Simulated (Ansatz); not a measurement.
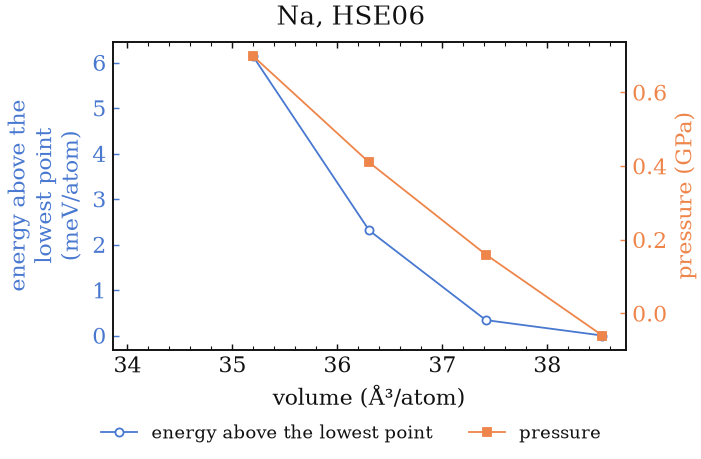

The picture above shows the energy above the lowest point and pressure against volume for Na, space group Im-3m (No. 229) (one of a set of cubic test structures, which need not be the stable phase).

How it was computed, with Ansatz 0.2.0 development build: equation of state of a cubic crystal from periodic Kohn-Sham density functional theory without spin, third-order Birch-Murnaghan fit to the free energies; pressure corrected for the finite basis. Level: HSE06.

```json
{"setting": "structure type", "value": "bcc"}
{"setting": "atoms in cell", "value": "1"}
{"setting": "space group number", "value": "229"}
{"setting": "lattice centring", "value": "body-centred primitive"}
{"setting": "k mesh", "value": "6×6×6"}
{"setting": "occupation method", "value": "Fermi–Dirac"}
{"setting": "occupation width", "value": "0.1 eV"}
{"setting": "wave cutoff", "value": "420 eV"}
{"setting": "datasets", "value": "soft-1 PAW"}
{"setting": "density tolerance", "value": "0 eV"}
{"setting": "bands", "value": "9"}
{"setting": "density cutoff ratio", "value": "4"}
{"setting": "search for lower states", "value": "default"}
{"setting": "exchange singularity", "value": "Wigner-Seitz"}
```

The point at volume 34.08 Å³/atom is left out of the plot. What does the calculation give there?

| volume (Å³/atom) | energy above the lowest point (meV/atom) | pressure (GPa) |
| --- | --- | --- |
| 34.08 | 12.2 | 1.035 |

Note: modest k-mesh, values are not fully converged in k.
